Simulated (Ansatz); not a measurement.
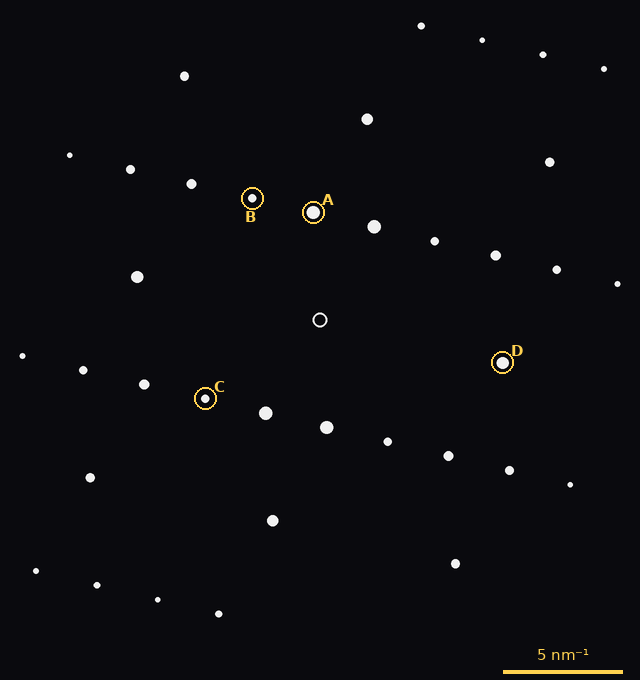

Simulated selected-area electron diffraction pattern (100 kV, kinematic approximation, thin crystal, B = 0.5 Å² for all atoms). The zone axis points towards the electron source and the pattern is seen from the source side.

The sample is Ir, space group P6/mmm (No. 191), a = 4.38 Å, c = 2.70 Å (hexagonal axes). Structure: the geometry relaxed with DFT, PBE, plane waves (420 eV) with PAW, scalar-relativistic in Ansatz; the starting structure was generated, so it need not be a known form of this composition.

Spot A is indexed -1 0 1 and spot B -1 -1 1.

Index the other marked spots.

C = −3A + 2B = 1 -2 -1 (d = 1.702 Å). D = 3A − 3B = 0 3 0 (d = 1.264 Å).

Give [uvw].

The cross product of A and B is parallel to [101]; every spot obeys hu + kv + lw = 0.
